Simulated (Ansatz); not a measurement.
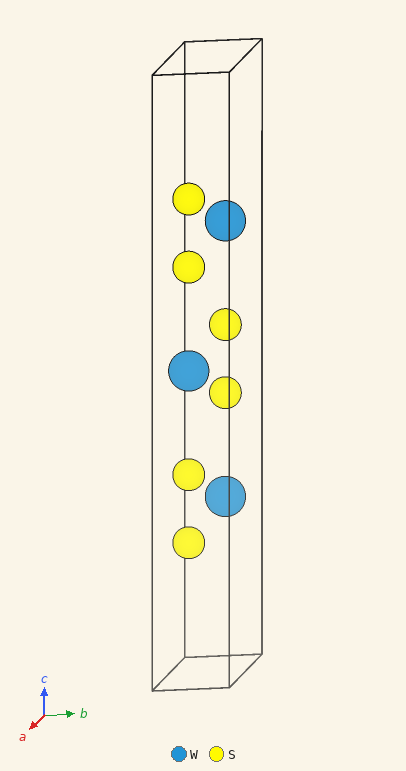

Spheres-only drawing of the structure, looking from a general direction. Atoms at the boundary of the simulation cell (the box) are drawn once for each face, edge or corner they touch. Cell: a = 3.146 Å, b = 3.146 Å, c = 28.351 Å, α = 90.00°, β = 90.00°, γ = 120.00°.

Caption:

- The compound is WS₂.
- Atoms per cell: 9 (3 W, 6 S).
- The neighbours of W are six S in a trigonal prismatic arrangement at about 2.4 Å. The coordination shell of S holds three W in a trigonal pyramidal arrangement at about 2.4 Å. Not all metal-metal contacts are counted.

The structure was taken from a structure listed in the Materials Project. Earlier steps of the study, as a rule a relaxation of our own, may have changed the cell and positions, so they can lie some per cent off the listed ones. A calculation with Ansatz used it as input.
